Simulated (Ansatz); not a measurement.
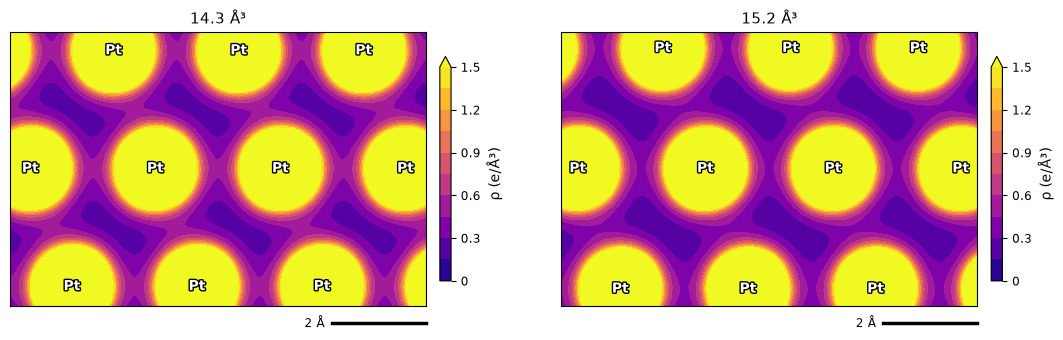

Pt. The valence charge density (pseudo) of cells scaled evenly to different volumes (given per atom above each panel), on the (001) plane of each (indices in the axes of the cell below), at one length scale and on one colour scale.

A structure from a database of computed crystals, not necessarily the ambient phase.

The calculation used Kohn-Sham DFT of a periodic cell, PBEsol, Ansatz PAW in Ansatz.

Core electrons are frozen (PAW), and the valence fields are smoothed inside the atomic spheres.

The largest cell:

```
Pt
1.0
    -1.56029    1.56029    1.56029
     1.56029   -1.56029    1.56029
     1.56029    1.56029   -1.56029
Pt
1
Direct
  0.00000 0.00000 0.00000
```

| volume (Å³/atom) | Pt–Pt contact in the plane (Å) | ρ at its midpoint (e/Å³) | pressure (GPa) | 
| --- | --- | --- | --- |
| 14.29 | 2.648 | 0.466 | 20.0 | 
| 14.70 | 2.673 | ? | ? | 
| 15.19 | 2.703 | 0.419 | 0.0 | 

### What values belong in the row with question marks?

Over the known rows ln ρ falls by 1.93 per Å of Pt–Pt distance (the line through the two), which gives 0.444 e/Å³ at 2.673 Å; the calculation gives 0.443 e/Å³. For the pressure, a straight line in volume between the neighbouring rows gives 10.9 GPa; the calculation gives 10.0, lower because pressure rises ever faster on compression.
